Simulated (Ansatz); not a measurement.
Al₄Ni₄H: geometry relaxation (part 2 of 2)

The same run, continued: Al₄Ni₄H (slab, 9 atoms in the cell); DFT r2SCAN, scalar-relativistic, plane waves, PAW, no spin polarisation (Ansatz 0.2.0); cutoff 500 eV, 10×7×1 k-mesh, Gaussian smearing of 0.1 eV. The structure derives from an entry of the Crystallography Open Database. The input holds or restrains some coordinates. Forces given for the steps count only the free coordinates.

Geometry of the input (Å; fractional positions):
```
2.8632  0.0000  0.0000
0.0000  4.0491  0.0000
0.0000  0.0000  25.0737
Al 0.0000  0.5000  0.3390
Ni 0.5000  0.0000  0.3390
Al 0.0000  0.0000  0.4197
Ni 0.5000  0.5000  0.4197
Al 0.0000  0.5000  0.5003
Ni 0.5000  0.0000  0.4991
Al 0.0000  0.0000  0.5834
Ni 0.5000  0.5000  0.5762
H  0.7500  0.2500  0.6185
```

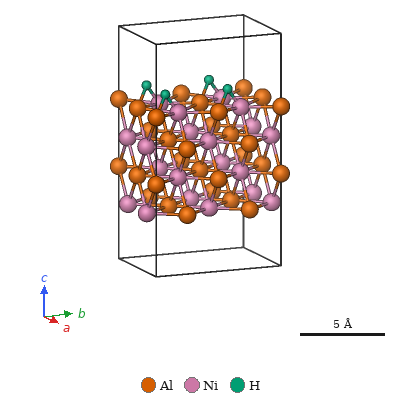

Fig. 1: The geometry at step 5 of the log (ball-and-stick view of the 2 × 2 repeat of the cell, with the vacuum cut short, seen slightly off an axis).

```
WARN: The output density's exchange-correlation potential varies sharply where the density is thin. Do not read a vacuum level from v_tot or v_xc, or from such a field of the output density. On a cell that repeats whose density bears no net charge and no dipole along the vacuum's axis use v_es (v_loc + v_h of the components); under efield.dipole_correction with no amplitude use v_es + v_field, which holds any external_charges[].barrier, or the levels of the report's work_function block, which leave it out; under a non-zero efield.amplitude the vacuum is tilted and has no level; on a cell that repeats and bears such a dipole with no correction it is tilted too, and efield.dipole_correction with no amplitude gives each side of its ramp a level where efield: is served; in a cell that repeats whose density bears a net charge (total_charge, or a fill off its count) it is curved and has none; of a slab under crystal.periodic whose density bears no net charge use v_es, which has a level on each side, short of where the two are joined; of another it falls or rises all the way out and has none; of a slab beside external_charges read slab_vacuum_level instead, which it has where they leave it neutral. The grid or the basis barely resolves most such structure, and the values can differ between equally converged runs; as a rule a tighter scf.convergence.dr2_threshold does not remove it. Where the density itself ripples (under the LDA too) a higher basis.ecutwfc lessens it. The files hold the spikes' plane waves up to the density's cutoff. Files: v_tot_of_output_density and the like, and their columns of v_z.tsv (output.write_potential); v_xc_of_output_density and the like, and their columns of v_comp_z.tsv (output.write_potential_components). Measured: with its Gaussian average of σ = 0.25 Å subtracted twice, the exchange-correlation potential is over 0.1 eV at 8223 of the grid points where the equally averaged density (valence and model cores) is under 1e-3 e/Å³, and 0.783 eV at the most among them, at an averaged density of 8.1e-9 e/Å³. The input density's (outcome.potential() and, of a run that writes arrays, v_tot and v_xc) is over 0.1 eV, so measured, at 78 points of its own thin density, 0.251 eV at the most. See output.write_potential in the manual, Limitations
SCF converged after 3 iterations
Free energy (F): -25561.728193 eV
Harris-Foulkes:  -25561.728193 eV  (|F-HF|=3.07e-9)
Internal energy: -25561.709089 eV  (E = F + TS)
E sigma→0 (E₀):  -25561.718641 eV
Entropy (-TS):   -0.019104 eV (-2.123 meV/atom)
Fermi energy:    1.471534 eV
Dipole field:    D = 0.017406 V/Å  (p = 0.027962 e·Å, saw-weighted, corrected)
Work function:   Φ+ = 4.5404 eV   Φ− = 4.9768 eV
Levels:          The Fermi level and band energies are counted from a zero that moves with the ramp; work functions are not
--- Per-component energies (eV) ---
  E_band       = -2480.169601
  E_kinetic    = 1251.662592
  E_local      = -127695.578003  (includes V_loc(G=0)·N_el)
  E_nonlocal   = 2609.462071
  E_hartree    = 62102.380580
  E_xc         = -473.591379
  E_vxc        = -611.248209  (∫ρ·V_xc dr)
  E_paw        = -8483.175293  (= ΣΔE_a)
  E_vpaw       = -2282.103012  (= ΣTr[D̂ρ^β])
  E_aug_tail   = 0.000509  (compensation charges beyond the density's cutoff)
  E_vtau       = 42.223537  (kinetic-family band-sum trace: ∫τ·v_τ [+ j·A + Jᵃ·Aᵃ] dr)
  E_efield     = 0.000243  (sawtooth field / dipole correction)
  E_vefield    = 0.646833  (∫n·V_field dr)
  E_ewald      = 45128.570298
  E_core_change = -1.440707  (= ΣΔE_core)
  E_smearing   = -0.019104  (= −TS)
  E_closure    = 0.000000  (closes the sum)
  Σ components = -25561.728193   (vs F -25561.728193, Δ=0.00e0)
--- Forces (eV/Å), atoms counted from 1 ---
  atom   1  Al    -0.00010037    -0.01008972    -0.50545313
  atom   2  Ni     0.00072692     0.00682313     0.69960606
  atom   3  Al    -0.00008417    -0.04058949    -0.46896097
  atom   4  Ni     0.00006226     0.04620977     0.26949885
  atom   5  Al    -0.00071565     0.00499363    -0.00103062
  atom   6  Ni    -0.00145940    -0.00502750     0.00231417
  atom   7  Al     0.00213723    -0.00338952     0.00687418
  atom   8  Ni     0.00624526    -0.00133253    -0.00217531
  atom   9  H     -0.00679999     0.00240660    -0.00067289
  max |Σ_I F_I| component: 1.21e-5 eV/Å
--- Band table (eV; the first three rows and the last of 36) ---
  k-point 0: bands = ["-105.5922", "-105.5704", "-105.4895", "-105.0767", "-64.7336", "-64.5265", "-64.4932", "-64.4842", "-64.4387", "-64.4346", "-64.4240", "-64.4075", "-64.3782", "-64.1256", "-63.9971", "-63.8931", "-9.9732", "-8.7043", "-6.8999", "-4.8513", "-3.2560", "-2.2573", "-2.1294", "-1.9609", "-1.8623", "-1.7186", "-1.6421", "-1.4317", "-0.8505", "-0.7407", "-0.6820", "-0.6816", "-0.5151", "-0.4202", "-0.3255", "-0.2960", "-0.2863", "-0.1704", "0.0185", "0.1778", "0.2777", "0.3480", "1.4888", "3.2717", "3.7055", "4.3886", "4.7862", "5.4326", "5.5740", "5.8379", "6.4680", "6.6232"]
  k-point 1: bands = ["-105.5922", "-105.5704", "-105.4895", "-105.0767", "-64.7337", "-64.5265", "-64.4933", "-64.4842", "-64.4387", "-64.4346", "-64.4240", "-64.4075", "-64.3781", "-64.1257", "-63.9971", "-63.8931", "-9.7754", "-8.5179", "-6.7431", "-4.7929", "-3.7473", "-2.8530", "-2.6368", "-2.0954", "-1.7711", "-1.5370", "-1.4744", "-1.1998", "-0.9167", "-0.7725", "-0.7130", "-0.7022", "-0.5359", "-0.4116", "-0.3981", "-0.3491", "-0.2827", "-0.1527", "0.0145", "0.0183", "0.2887", "0.5520", "1.0757", "2.2519", "4.1864", "4.5852", "5.1506", "5.7704", "5.9759", "6.3252", "6.6722", "6.7846"]
  k-point 2: bands = ["-105.5921", "-105.5704", "-105.4895", "-105.0767", "-64.7338", "-64.5266", "-64.4936", "-64.4841", "-64.4388", "-64.4346", "-64.4240", "-64.4076", "-64.3781", "-64.1258", "-63.9971", "-63.8931", "-9.1905", "-7.9780", "-6.3360", "-5.4133", "-4.4044", "-3.9357", "-2.8011", "-2.4871", "-1.7394", "-1.4490", "-1.2496", "-1.1058", "-1.0067", "-0.8267", "-0.7780", "-0.7596", "-0.5991", "-0.5645", "-0.4266", "-0.4178", "-0.2696", "-0.2569", "-0.1148", "0.0207", "0.3105", "0.6620", "1.2592", "1.3897", "2.7869", "4.6981", "5.3561", "6.4761", "7.1529", "7.2698", "7.3231", "7.9352"]
  k-point 35: bands = ["-105.5905", "-105.5688", "-105.4878", "-105.0750", "-64.7316", "-64.5243", "-64.5101", "-64.4915", "-64.4640", "-64.4337", "-64.4323", "-64.4216", "-64.3758", "-64.1235", "-64.0224", "-63.8909", "-4.6222", "-4.5775", "-4.1196", "-3.7723", "-3.5478", "-3.4480", "-2.7945", "-2.2642", "-1.9602", "-1.7171", "-1.6077", "-1.3198", "-1.1061", "-0.9294", "-0.8771", "-0.7350", "-0.6479", "-0.5635", "-0.4405", "-0.2500", "-0.2142", "0.1049", "0.2681", "0.3422", "0.6048", "0.6242", "0.8671", "1.0243", "1.8624", "3.4368", "3.6417", "4.1772", "4.2385", "5.2957", "5.6145", "5.7765"]
--- Relaxed structure (8 steps of the walk, 8 accepted, 0 SCFs on fresh bases) ---
  F+E_penalty+E_count = -25561.72819249 eV   max|allowed force component| = 6.882e-3 eV/Å
  atoms:
    - { symbol: Al, position: [0.0, 0.5, 0.33900098959999997] }
    - { symbol: Ni, position: [0.5, 0.0, 0.33900098959999997] }
    - { symbol: Al, position: [0.0, 0.0, 0.41974535029999993] }
    - { symbol: Ni, position: [0.5, 0.5, 0.41974535029999993] }
    - { symbol: Al, position: [0.00011251818777018063, 0.49211122489855297, 0.49979676656391986] }
    - { symbol: Ni, position: [0.4999919350316463, -0.010688630336594129, 0.5005571648357582] }
    - { symbol: Al, position: [-8.037000209429088e-5, 0.010121408328245539, 0.5829874007424285] }
    - { symbol: Ni, position: [0.5004259633522289, 0.5071594392103217, 0.577587625467495] }
    - { symbol: H, position: [0.5042658190252377, 0.25738908327859583, 0.6248003278310995] }
```

Trajectory as extended XYZ (Å, eV, eV/Å), 8 frames, from step=1 to step=8:
```
9
Lattice="2.8632 0.0000 0.0000 0.0000 4.0491 0.0000 0.0000 0.0000 25.0737" Properties=species:S:1:pos:R:3:forces:R:3 step=1 energy=-25561.30441
Al    0.0000    2.0246    8.5000   -0.0018  -0.0142  -0.5117
Ni    1.4316    0.0000    8.5000    0.0271   0.0055   0.7066
Al    0.0000    0.0000   10.5246   -0.0079   0.0029  -0.5573
Ni    1.4316    2.0246   10.5246   -0.0116   0.1126   0.2667
Al    0.0000    2.0246   12.5447   -0.0318  -0.0420  -0.3480
Ni    1.4316    0.0000   12.5142   -0.1592  -0.0516   0.3628
Al    0.0000    0.0000   14.6284    0.8135  -1.7286  -1.7372
Ni    1.4316    2.0246   14.4477    0.5736  -0.0282   0.2790
H     2.1474    1.0123   15.5084   -1.2018   1.7439   1.5385
9
Lattice="2.8632 0.0000 0.0000 0.0000 4.0491 0.0000 0.0000 0.0000 25.0737" Properties=species:S:1:pos:R:3:forces:R:3 step=2 energy=-25561.54887
Al    0.0000    2.0246    8.5000   -0.0023  -0.0160  -0.5085
Ni    1.4316    0.0000    8.5000    0.0283   0.0071   0.7005
Al    0.0000    0.0000   10.5246   -0.0145  -0.0239  -0.5264
Ni    1.4316    2.0246   10.5246   -0.0082   0.1009   0.2596
Al    0.0051    2.0034   12.5390   -0.0320  -0.0248  -0.2442
Ni    1.4261   -0.0212   12.5269   -0.0752  -0.0575   0.2894
Al   -0.0030   -0.0277   14.6150    0.2785  -0.7559  -0.8685
Ni    1.4572    2.0038   14.4607    0.4231  -0.1173   0.2612
H     2.1242    1.0532   15.6000   -0.5985   0.8884   0.6359
9
Lattice="2.8632 0.0000 0.0000 0.0000 4.0491 0.0000 0.0000 0.0000 25.0737" Properties=species:S:1:pos:R:3:forces:R:3 step=3 energy=-25561.65979
Al    0.0000    2.0246    8.5000   -0.0044  -0.0207  -0.4986
Ni    1.4316    0.0000    8.5000    0.0316   0.0219   0.6733
Al    0.0000    0.0000   10.5246   -0.0266  -0.2073  -0.3488
Ni    1.4316    2.0246   10.5246   -0.0117   0.0414   0.1528
Al    0.0126    1.8966   12.4995    0.0167   0.0788   0.1590
Ni    1.4047   -0.1581   12.6216    0.1518   0.2811  -0.2737
Al   -0.0188   -0.0185   14.6171    0.1747  -0.0522  -0.0364
Ni    1.5437    2.0235   14.4731   -0.2661  -0.2368   0.0003
H     2.0020    1.1814   15.6930   -0.0659   0.0938   0.1714
9
Lattice="2.8632 0.0000 0.0000 0.0000 4.0491 0.0000 0.0000 0.0000 25.0737" Properties=species:S:1:pos:R:3:forces:R:3 step=4 energy=-25561.70169
Al    0.0000    2.0246    8.5000   -0.0020  -0.0149  -0.4952
Ni    1.4316    0.0000    8.5000    0.0208   0.0081   0.6720
Al    0.0000    0.0000   10.5246    0.0000  -0.0823  -0.4039
Ni    1.4316    2.0246   10.5246    0.0064   0.0554   0.2288
Al    0.0116    1.9653   12.5192    0.0023   0.0588   0.0375
Ni    1.4300   -0.0648   12.5798    0.0028  -0.0400  -0.0551
Al   -0.0016   -0.0089   14.6160   -0.0519   0.0705   0.1007
Ni    1.4883    2.0076   14.4825    0.0276   0.0310   0.0021
H     1.8150    1.2065   15.7594   -0.0058  -0.0870  -0.0871
9
Lattice="2.8632 0.0000 0.0000 0.0000 4.0491 0.0000 0.0000 0.0000 25.0737" Properties=species:S:1:pos:R:3:forces:R:3 step=5 energy=-25561.71684
Al    0.0000    2.0246    8.5000   -0.0012  -0.0118  -0.5011
Ni    1.4316    0.0000    8.5000    0.0142   0.0052   0.6865
Al    0.0000    0.0000   10.5246    0.0041  -0.0386  -0.4180
Ni    1.4316    2.0246   10.5246    0.0099   0.0599   0.2460
Al    0.0106    1.9952   12.5232    0.0039  -0.0070   0.0558
Ni    1.4328   -0.0363   12.5700    0.0043  -0.0671  -0.0528
Al    0.0023    0.0136   14.6268    0.0277   0.0279  -0.0103
Ni    1.4750    2.0268   14.4804   -0.0167   0.0733  -0.0364
H     1.6624    1.0973   15.7015   -0.0462  -0.0418   0.0302
9
Lattice="2.8632 0.0000 0.0000 0.0000 4.0491 0.0000 0.0000 0.0000 25.0737" Properties=species:S:1:pos:R:3:forces:R:3 step=6 energy=-25561.72609
Al    0.0000    2.0246    8.5000    0.0008  -0.0096  -0.5053
Ni    1.4316    0.0000    8.5000    0.0040   0.0061   0.7003
Al    0.0000    0.0000   10.5246    0.0123  -0.0294  -0.4610
Ni    1.4316    2.0246   10.5246    0.0163   0.0503   0.2749
Al    0.0094    2.0009   12.5330   -0.0014  -0.0181  -0.0144
Ni    1.4371   -0.0364   12.5516    0.0050   0.0054   0.0065
Al    0.0071    0.0505   14.6231    0.0379  -0.0415  -0.0266
Ni    1.4552    2.0597   14.4794   -0.0601  -0.0468   0.1052
H     1.4843    1.0325   15.6705   -0.0147   0.0837  -0.0797
9
Lattice="2.8632 0.0000 0.0000 0.0000 4.0491 0.0000 0.0000 0.0000 25.0737" Properties=species:S:1:pos:R:3:forces:R:3 step=7 energy=-25561.72819
Al    0.0000    2.0246    8.5000   -0.0001  -0.0100  -0.5055
Ni    1.4316    0.0000    8.5000    0.0007   0.0067   0.6995
Al    0.0000    0.0000   10.5246   -0.0001  -0.0407  -0.4689
Ni    1.4316    2.0246   10.5246    0.0001   0.0464   0.2698
Al    0.0003    1.9926   12.5317   -0.0007   0.0051  -0.0014
Ni    1.4316   -0.0433   12.5508   -0.0014  -0.0051   0.0018
Al   -0.0002    0.0410   14.6176    0.0022  -0.0035   0.0070
Ni    1.4328    2.0535   14.4822    0.0064  -0.0012  -0.0021
H     1.4438    1.0422   15.6660   -0.0069   0.0025  -0.0007
9
Lattice="2.8632 0.0000 0.0000 0.0000 4.0491 0.0000 0.0000 0.0000 25.0737" Properties=species:S:1:pos:R:3:forces:R:3 step=8 energy=-25561.72819
Al    0.0000    2.0246    8.5000   -0.0001  -0.0101  -0.5055
Ni    1.4316    0.0000    8.5000    0.0007   0.0068   0.6996
Al    0.0000    0.0000   10.5246   -0.0001  -0.0406  -0.4690
Ni    1.4316    2.0246   10.5246    0.0001   0.0462   0.2695
Al    0.0003    1.9926   12.5317   -0.0007   0.0050  -0.0010
Ni    1.4316   -0.0433   12.5508   -0.0014  -0.0050   0.0023
Al   -0.0002    0.0410   14.6176    0.0021  -0.0034   0.0069
Ni    1.4328    2.0535   14.4822    0.0063  -0.0013  -0.0022
H     1.4438    1.0422   15.6660   -0.0068   0.0024  -0.0007
```

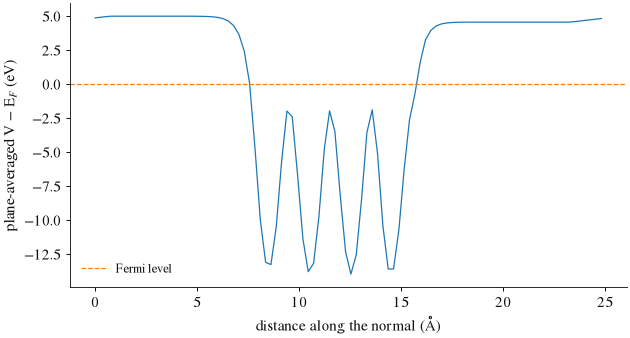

Fig. 2: Plane average of the electrostatic potential energy of an electron across the cell, from the Fermi level. The vacuum level lies 4.54 eV above the Fermi level on the upper side and 4.98 eV on the lower.

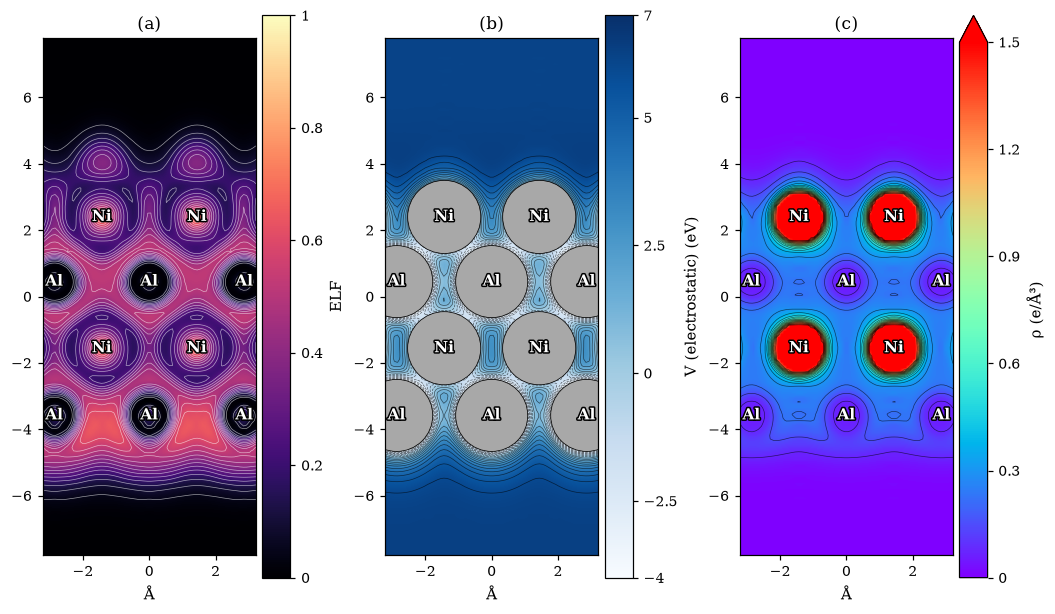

Fig. 3: (a) electron localisation function; (b) electrostatic potential (local pseudopotential plus Hartree) felt by an electron; (c) valence charge density (pseudo) on the (010) plane of the calculation cell, a cut from vacuum to vacuum. Grey discs, where drawn, cover atomic cores. Al–Ni (2.42 Å): ρ at the midpoint is about 0.34 e/Å³; the ELF is about 0.40 at the midpoint; no localised pair between them. Al–Ni (2.47 Å): ρ at the midpoint is about 0.31 e/Å³; the ELF is about 0.40 at the midpoint; no shared electron pair. The density dies away to nearly zero in the vacuum. The strong features right at Ni lie inside the PAW spheres (semicore, d or f shells) and say nothing about bonding. In a PAW calculation such maps are meaningful between the atoms, not at the nuclei.

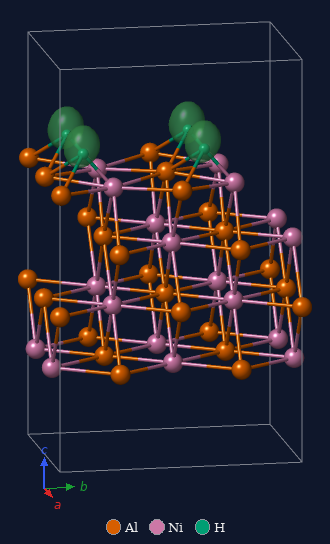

Fig. 4: Isosurface of the electron localisation function at 0.9 (green), seen slightly off an axis. Only the valence region is drawn (cores and ρ < 0.01 e/Å³ removed). Sticks mark near contacts. Profiles from the grid: Ni–H (1.56 Å): the ELF climbs to about 1 towards the hydrogen, as it does in any bond to H.

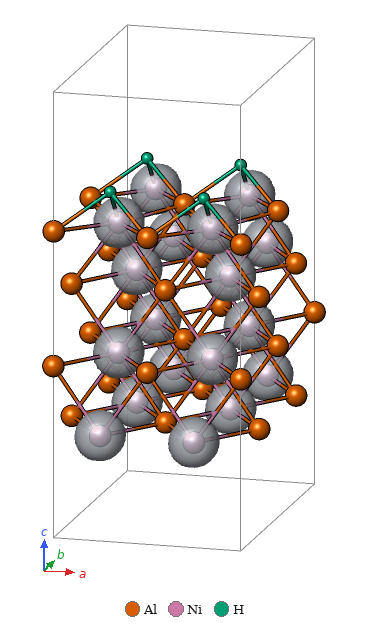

Fig. 5: Isosurface of the valence charge density (pseudo) at 1.5 e/Å³ (grey), seen slightly off an axis. Sticks mark near contacts. At this value the density breaks into separate islands; it holds about 65 % of the electrons treated as valence (semicore included). It is pinched off along the Ni–H (1.56 Å), Al–H (2.03 Å), Al–Ni (2.42 Å) and Al–Ni (2.47 Å) contacts. On the grid the lowest density along these lines, outside the cores, is 0.76 e/Å³ (Ni–H, 1.56 Å), 0.23 e/Å³ (Al–H, 2.03 Å), 0.27 e/Å³ (Al–Ni, 2.42 Å) and 0.25 e/Å³ (Al–Ni, 2.47 Å).

Summary:

| quantity | value |
| --- | --- |
| outcome | converged under the restraints of the input |
| electrons treated | 85 |
| free energy | −25561.7282 eV |
| work function, top face | 4.54 eV |
| work function, bottom face | 4.98 eV |
| Fermi energy | 1.472 eV |
| gap on the k-point mesh | none (metallic) |
| final volume | 290.69 Å³ |
| work function (upper face) | 4.54 eV |
| largest force (length of the vector) at the end, held atoms and coordinates included | 0.700 eV/Å |
| hardware | 2 threads of Arm Neoverse V1, 24 GiB of memory available, shared host |
| wall time | 12 min (CPU time 23 min) |
| peak memory | 1.4 GiB |

Notes:

Warnings of the run: the exchange-correlation potential is rough where the density is thin. The run has no spin polarisation, so a magnetic state may lie lower.
